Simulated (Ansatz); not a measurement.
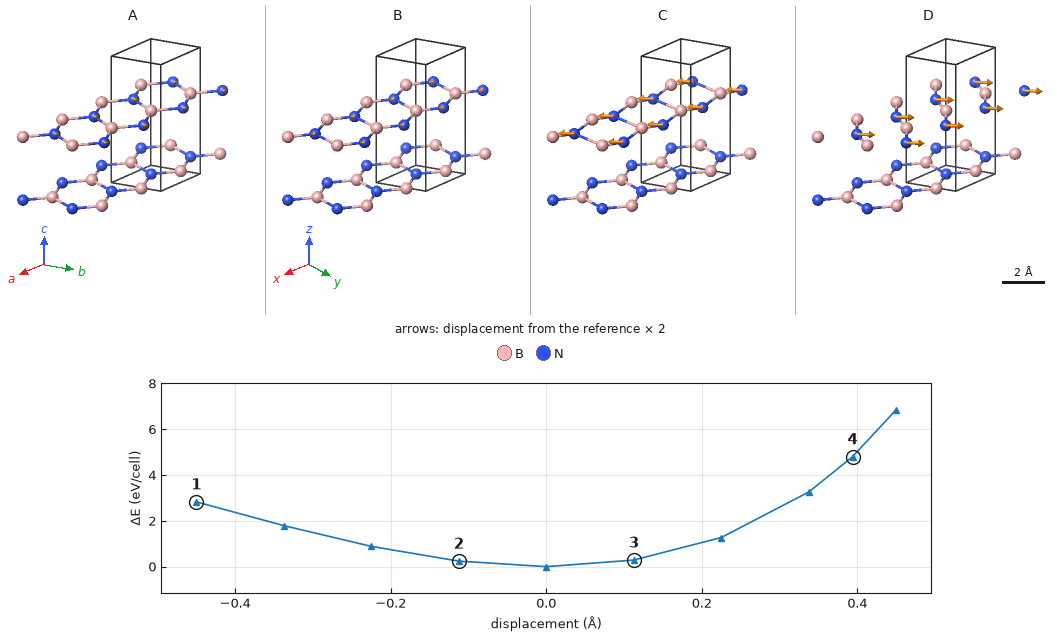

Energy scan for solid BN (P6_3/mmc), in which an N atom (one in each cell of 4 atoms) is moved along Cartesian [1 -1 0], all else fixed. The frames are shuffled; the numbered points of the plot belong to them. Style: ball-and-stick. Shown: the cell of the calculation, repeated 4 × 2 × 1 with one cell outlined, from a free direction. Orange arrows: displacements from the reference.

Theory: DFT PBEsol, scalar-relativistic, plane waves, PAW (Ansatz 0.2.0). Settings: plane-wave cutoff 420 eV; k-point mesh 12 × 12 × 4; occupations gaussian; smearing width 0.05 eV; no spin polarisation. Energies (free energies at the smearing named) are counted from the relaxed crystal.

Match the frames to the points.

Answer. Point 1 is frame D (the displacement −0.45 Å, 2.83 eV/cell); 2 is frame A (the displacement −0.1125 Å, 0.24 eV/cell); 3 is frame B (the displacement 0.1125 Å, 0.29 eV/cell); 4 is frame C (the displacement 0.3938 Å, 4.80 eV/cell). Of the computed points the lowest is at the displacement 0.00 Å, 0.00 eV/cell. At the ends of the scan the energy is 2.83 eV/cell (−0.45 Å) and 6.86 eV/cell (0.45 Å). The curvature at zero is about 43 eV/Å². The well is lopsided: at ±0.4500 Å the energy is 2.4 times higher on the positive side. At the highest point the shortest interatomic distance is 1.02 Å, against 1.45 Å in the reference. The distortion takes the space group from P6_3/mmc to Pm.
